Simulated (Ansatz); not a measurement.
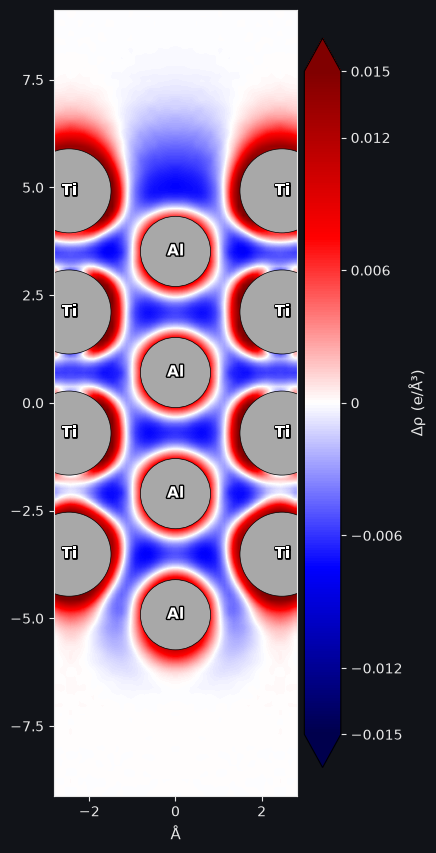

TiAl (slab). Difference of the valence pseudo-densities of two functionals at the same geometry, on the (11̄0) plane of the calculation cell, a cut from vacuum to vacuum: one of LDA and r2SCAN less the other.

Both computed with Ansatz (plane waves, PAW), on the same k-point mesh. Grey discs cover the atomic cores.

```xyz
8
Lattice="2.8106 0.0000 0.0000 0.0000 4.0650 0.0000 0.0000 0.0000 24.8370" Properties=species:S:1:pos:R:3 pbc="T T T"
Al    1.4053    2.0325    7.5000
Ti    0.0000    0.0000    8.9053
Al    1.4053    2.0325   10.3106
Ti    0.0000    0.0000   11.7158
Al    1.4053    2.0325   13.1211
Ti    0.0000    0.0000   14.5264
Al    1.4053    2.0325   15.9317
Ti    0.0000    0.0000   17.3369
```

### Which was subtracted from which, and what does the map show?

It is LDA less r2SCAN. Against r2SCAN, LDA gives more density around Ti (+0.008 e/Å³ on average at 1.1 Å from the nucleus) and a change of −0.006 e/Å³ at the midpoint of Ti–Ti and −0.006 e/Å³ at the midpoint of Al–Al.
